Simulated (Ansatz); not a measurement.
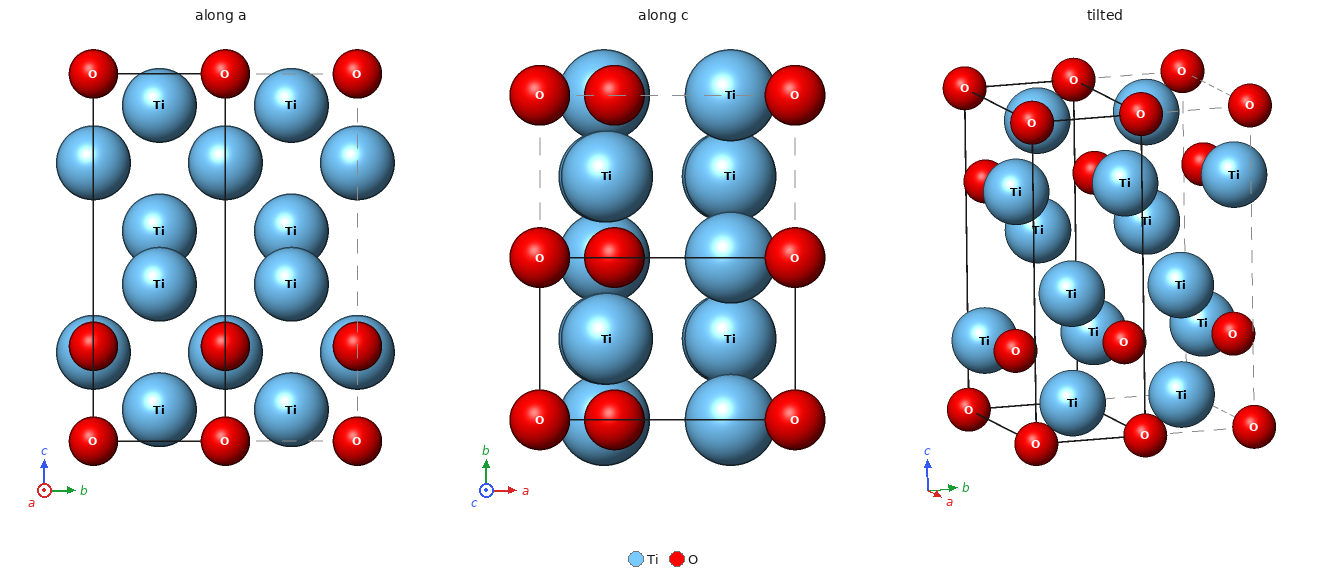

The image is a spheres-only drawing of a crystal, viewed along the a axis, along the c axis and slightly off an axis. One conventional unit cell is drawn solid; the view covers 1×2×1 cells. Cell: a = 4.595 Å, b = 2.920 Å, c = 8.132 Å, α = 90.00°, β = 92.02°, γ = 90.00°.

Explain the picture.

- The structure is one of Ti$_{2}$O.
- The structure has P2/m (No. 10) symmetry and a primitive monoclinic lattice.
- The cell comprises 3 formula units: 6 Ti, 3 O.

Starting structure: a structure listed in the Materials Project. Earlier steps of the study, as a rule a relaxation of our own, may have changed the cell and positions, so they can lie some per cent off the listed ones. A calculation with Ansatz used it as input.
